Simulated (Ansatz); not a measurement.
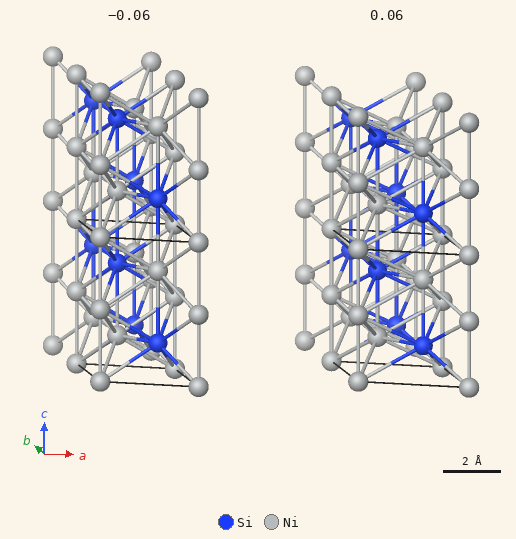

A crystal of SiNi2 (set up in P6_3/mmc), under biaxial strain in the a–b plane (c relaxed, atoms fixed by symmetry), with energies (extrapolated to zero smearing) counted from the relaxed crystal, which is the row at zero. The picture shows the first and the last member. Style: ball-and-stick. Shown: the cell of the calculation, repeated 1 × 2 × 2 with one cell outlined, slightly off an axis.

Computed with Ansatz 0.2.0: DFT PBEsol, scalar-relativistic, plane waves, PAW. Settings: plane-wave cutoff 420 eV; k-point mesh 12 × 12 × 8; occupations gaussian; smearing width 0.1 eV; no spin polarisation; force threshold 0.008 eV/Å.

```
strain  energy (meV/atom)  a (Å)  c (Å)
 −0.06             138.87  3.636  5.204
 −0.04                  ?      ?      ?
 −0.02              14.30  3.791  4.991
   0.0               0.00  3.868  4.917
  0.02              13.09  3.946  4.858
  0.04              49.69  4.023  4.810
  0.06             106.11  4.101  4.771
```

Q: Estimate the missing row from the others, and compare with the calculation.

A: A parabola through three neighbouring rows (−0.06, −0.02, 0.0) gives, with Lagrange weights, (0.3333)(138.87) + (1.0000)(14.30) + (−0.3333)(0.00) = 60.59 meV/atom. The calculation gives 59.40 meV/atom (a = 3.714 Å, c = 5.088 Å). The estimate is 1.19 meV/atom too high. From the first member to the last: Ni–Si 2.099 → 2.367 Å, Ni–Si 2.602 → 2.386 Å, Ni–Ni 2.602 → 2.386 Å.

The whole series:

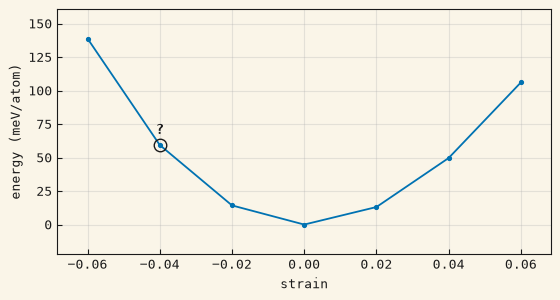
